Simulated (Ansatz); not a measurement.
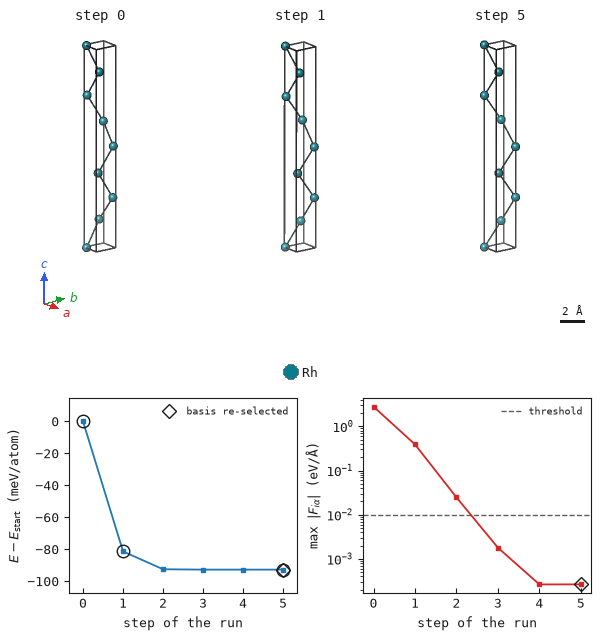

Frames of a relaxation of a crystal of Rh (set up in P1), marked on the history of the run. The picture is a ball-and-stick view of the cell of the calculation, seen slightly off an axis.

Case: a zone-boundary wave of random shape, sigma 0.1 Å; relaxed back.

Computed with Ansatz 0.2.0, DFT r2SCAN, scalar-relativistic, plane waves, PAW. (plane-wave cutoff 500 eV; k-point mesh 12 × 12 × 2; occupations gaussian; smearing width 0.15 eV; no spin polarisation; cell and atoms relaxed; force threshold 0.01 eV/Å; at most 80 steps)

**What happens along the run?**

The largest moves, 0.26 Å, are those of Rh atoms. The lattice vectors keep their values. Among the contacts that change: Rh–Rh 3.038 → 2.688 Å, Rh–Rh 2.360 → 2.688 Å, Rh–Rh 2.880 → 2.688 Å, Rh–Rh 2.498 → 2.688 Å. The space group (tolerance 0.01 Å) goes from P1 (No. 1) to P6_3/mmc (No. 194). After 4 accepted moves (5 points after the start) the energy has fallen by 92.7 meV per atom. Largest force component: 2.8 eV/Å at the start, 0.00026 eV/Å at the end. Pressure: 3.98 GPa at the start and 0.00 GPa at the end. The SCF was repeated once at an unchanged geometry on a basis and grid sized afresh for the cell, which shifted the energy by less than 0.05 meV per atom at most. From step 0 to 1: a Rh atom moves most (0.19 Å), volume −0.3 %, energy −81.3 meV per atom. From step 1 to 5: a Rh atom moves most (0.14 Å), volume +0.3 %, energy −11.4 meV per atom.

```tsv
step	E − E(0), meV/atom	largest force component, eV/Å	pressure, GPa	volume, Å³/atom	note
0	0.00	2.7917	3.98	13.739	
1	-81.29	0.3895	1.17	13.704	
2	-92.43	0.0247	-0.58	13.769	
3	-92.66	0.0018	-0.03	13.741	
4	-92.66	0.0003	0.00	13.740	
5	-92.66	0.0003	0.00	13.740	same geometry, new basis
```
